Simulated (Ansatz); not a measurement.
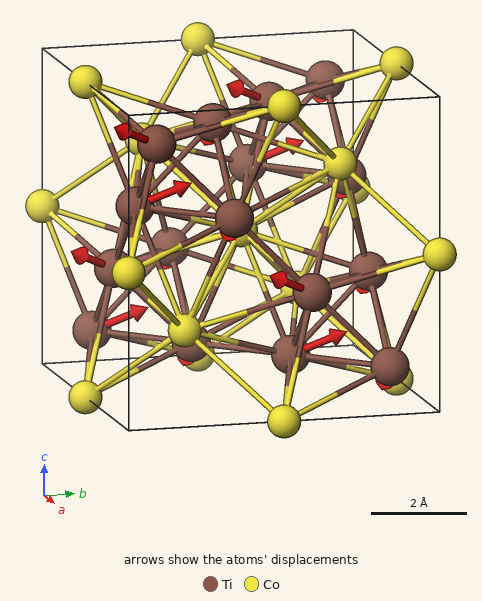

Lattice vibrations of a crystal of Ti₂Co at 0.98 times its rest volume, space group Fd-3m (No. 227), at the zone centre. The optical levels lie at 153i (×3), 118i (×2), 137 (×3), 154 (×3), 246 (×3), 481 cm⁻¹. One mode is drawn. Displacements are drawn as red arrows; their common scale and sign are arbitrary. The picture is a ball-and-stick view of the conventional cell (4 times the calculation's cell), seen slightly off an axis. Lengths and directions refer to the drawn axes.

Theory: DFT LDA, scalar-relativistic, plane waves, PAW in Ansatz 0.2.0. Settings: plane-wave cutoff 420 eV; k-point mesh 10 × 10 × 10; occupations gaussian; smearing width 0.2 eV; collinear spin.

The frequencies depend somewhat on the k-mesh and the smearing.

Q: Which of these frequencies is the drawn mode's?

A: The level at 246 cm⁻¹. This is the T₁u mode (triply degenerate; one member of the set is drawn), optical level 5 of 6, counted from below (2 lower levels are imaginary, so the structure is unstable), infrared-active by symmetry. The Co atoms hardly move; atoms of one kind move against one another, with no net shift of their sublattice. The crystal is a metal, so free carriers screen the infrared response.
